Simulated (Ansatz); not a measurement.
Sn₄Se₅ (slab)

Input

```
crystal:
  lattice:
    - [4.2862138071, 0.0, 0.0]
    - [-2.1431069035, 3.711970043, 0.0]
    - [0.0, 0.0, 28.9987156744]
  atoms:
    - { symbol: Se, position: [0.3333333333, 0.6666666667, 0.2586321437] }
    - { symbol: Sn, position: [0.6666666667, 0.3333333333, 0.3189741078] }
    - { symbol: Se, position: [0.0, 0.0, 0.3793160719] }
    - { symbol: Sn, position: [0.3333333333, 0.6666666667, 0.4396580359] }
    - { symbol: Se, position: [0.6666666667, 0.3333333333, 0.5] }
    - { symbol: Sn, position: [0.0, 0.0, 0.5603419641] }
    - { symbol: Se, position: [0.3333333333, 0.6666666667, 0.6206839281] }
    - { symbol: Sn, position: [0.6666666667, 0.3333333333, 0.6810258922] }
    - { symbol: Se, position: [0.0, 0.0, 0.7413678563] }
basis:
  ecutwfc: 420
kpoints:
  mp_grid: { grid: [9, 9, 1] }
hamiltonian:
  xc: pbe
scf:
  occupations: { method: gaussian, width: 0.05 }
output:
  forces: true
  eigenvalues: true
  write_density: true
  write_potential: true
  elf: true
  volumetric_format: npy
relax:
  adjacent_minimum: "off"
  f_tol: 0.02
  max_steps: 60
efield:
  axis: 3
  dipole_correction: true
  ramp_width: 0.04
```

Run with:

```sh
ansatz run input.yaml --threads 1 --pin off --max-ram 2560MiB --backend cpu --events-out ev --progress --plain --runs-dir out
```

The fields are those of the run's last geometry, not of the input's.

All numbers below come from Ansatz 0.2.0, DFT PBE, scalar-relativistic, plane waves, PAW.

In a PAW calculation such maps are meaningful between the atoms, not at the nuclei.

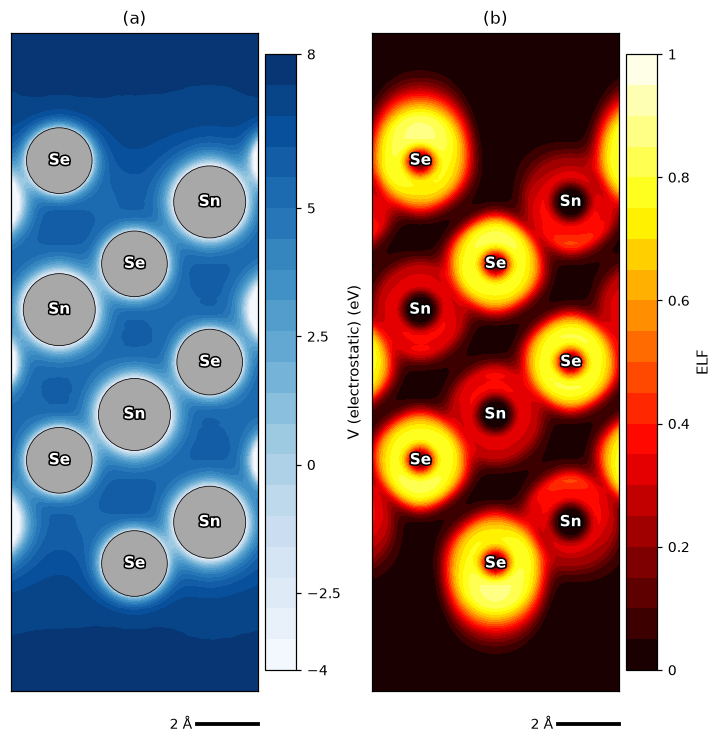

Figure 1. (a) electrostatic potential energy of an electron; (b) electron localisation function on the (110) plane of the calculation cell, a cut from vacuum to vacuum. Grey discs cover the atomic cores in the potential map.

**Describe what can be read from this map.**

The section cuts through Se and Sn sites. Sn–Se (2.82 Å): the ELF is about 0.55 at the midpoint. Sn–Se (2.90 Å): the ELF is about 0.50 at the midpoint and 0.30 at its lowest between the atoms. Sn–Se (3.02 Å): the ELF is about 0.40 at the midpoint. Sn–Se (3.21 Å): the ELF is about 0.30 at the midpoint. The ELF also peaks beside Se, away from the bonds: lone-pair regions. Outside the cores the potential energy rises away from the atoms and is highest in the vacuum; its zero is arbitrary.

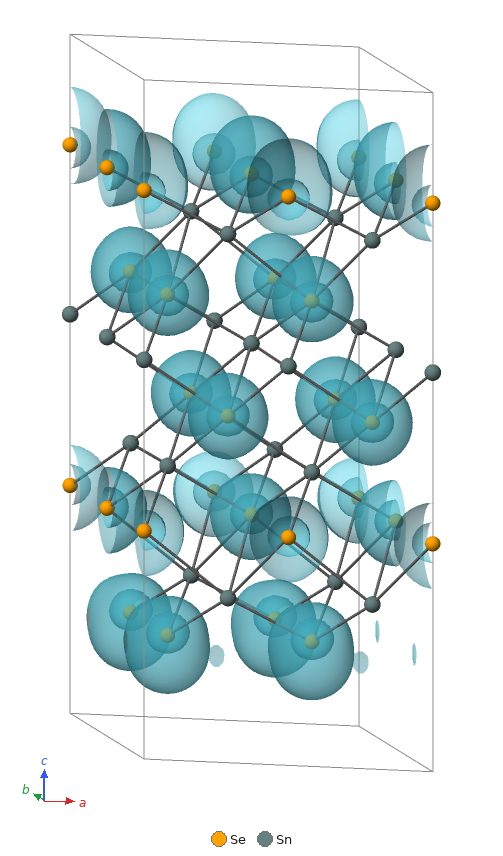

Figure 2. Isosurface of the electron localisation function at 0.7 (cyan), seen slightly off an axis. Only the valence region is drawn (cores and ρ < 0.01 e/Å³ removed). Sticks mark near contacts.

**What do the ELF domains correspond to?**

The ELF exceeds this value in five regions wrapped around Se (the valence shell of each), counted in one cell of 9 atoms. Counts are for one cell; the picture repeats the cell along the surface.

**Does the calculation give a band gap?**

It is gapless in this calculation (a metal or semimetal).
